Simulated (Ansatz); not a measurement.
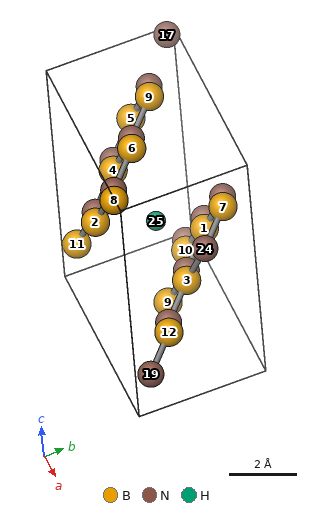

Starting structure of a defect cell of composition B$_{12}$HN$_{12}$ (cell charge +1). A ball-and-stick model of the cell of the calculation (origin shifted), seen from a free direction.

Case: H interstitial, charge +1, atoms relaxed.

All numbers below come from Ansatz 0.2.0, DFT PBE+D3(BJ), scalar-relativistic, plane waves, PAW.

Input
```yaml
crystal:
  lattice:
    - [-3.7615274009, -3.3394822066, -4.3376638254]
    - [3.7615274009, -3.3394822066, 4.3376638254]
    - [-3.7615274009, 3.3394822066, 4.3376638254]
  atoms:
    - { symbol: B, position: [0.1666666667, 0.7500534369, 0.9167201036] }
    - { symbol: B, position: [1.0, 5.34369e-05, 5.34369e-05] }
    - { symbol: B, position: [0.3333333333, 0.5000534369, 0.8333867702] }
    - { symbol: B, position: [0.8333333333, 0.2500534369, 0.0833867702] }
    - { symbol: B, position: [0.6666666667, 0.5000534369, 0.1667201036] }
    - { symbol: B, position: [0.1666666667, 0.2500534369, 0.4167201036] }
    - { symbol: B, position: [0.5, 0.7500534369, 0.2500534369] }
    - { symbol: B, position: [0.3333333333, 5.34369e-05, 0.3333867702] }
    - { symbol: B, position: [1.0, 0.5000534369, 0.5000534369] }
    - { symbol: B, position: [0.8333333333, 0.7500534369, 0.5833867702] }
    - { symbol: B, position: [0.6666666667, 5.34369e-05, 0.6667201036] }
    - { symbol: B, position: [0.5, 0.2500534369, 0.7500534369] }
    - { symbol: "N", position: [0.1666666667, 0.0832965581, 0.2499632248] }
    - { symbol: "N", position: [1.0, 0.3332965581, 0.3332965581] }
    - { symbol: "N", position: [0.3333333333, 0.8332965581, 0.1666298914] }
    - { symbol: "N", position: [0.8333333333, 0.5832965581, 0.4166298914] }
    - { symbol: "N", position: [0.6666666667, 0.8332965581, 0.4999632248] }
    - { symbol: "N", position: [0.1666666667, 0.5832965581, 0.7499632248] }
    - { symbol: "N", position: [0.5, 0.0832965581, 0.5832965581] }
    - { symbol: "N", position: [0.3333333333, 0.3332965581, 0.6666298914] }
    - { symbol: "N", position: [1.0, 0.8332965581, 0.8332965581] }
    - { symbol: "N", position: [0.8333333333, 0.0832965581, 0.9166298914] }
    - { symbol: "N", position: [0.6666666667, 0.3332965581, 0.9999632248] }
    - { symbol: "N", position: [0.5, 0.5832965581, 0.0832965581] }
    - { symbol: H, position: [0.1173382299, 0.4088042903, -0.0041818251] }
total_charge: 1
basis:
  ecutwfc: 420
  xc_grid: 2
kpoints:
  mp_grid: { grid: [2, 2, 2], shift: [0.5, 0.5, 0.5] }
hamiltonian:
  xc: pbe
  dispersion: d3bj
scf:
  occupations: { method: gaussian, width: 0.02 }
output:
  forces: true
  stress: false
  eigenvalues: true
relax:
  adjacent_minimum: "off"
  f_tol: 0.02
  max_steps: 60
```

Run as
```bash
ansatz run input.yaml --threads 4 --pin off --max-ram 10240MiB --backend cpu --events-out ev --progress --plain --runs-dir out
```

Question: What does the optimiser find from here?

Answer: H25 moves most: 0.67 Å along [−2 −3 −2]. By element the largest moves are H 0.67 Å, N 0.30 Å, B 0.09 Å. The cell doesn't change. Some distances before and after: N22–H25 1.852 → 1.048 Å, B11–N22 1.447 → 1.528 Å, B11–N17 1.447 → 1.420 Å, B10–N16 1.447 → 1.440 Å. New bonds form: N22–H25 (1.85 → 1.05 Å). Bond angles that change, for instance: N13–B2–N21 119.9° → 123.7°, B2–N22–B4 119.9° → 117.3°, B2–N13–B8 120.1° → 118.1°. The energy falls by 2.323 eV per cell of the calculation in 6 geometry steps. Largest force component: 1.9 eV/Å at the start, 0.017 eV/Å at the end.

The end point in the same view:

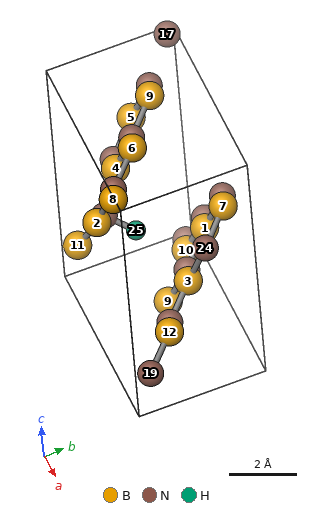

Limits of the set-up: the periodic images lie only 6.6 Å apart, so the values are limited by the cell's size; the cell is charged, on a uniform background, and energies carry no finite-size correction.
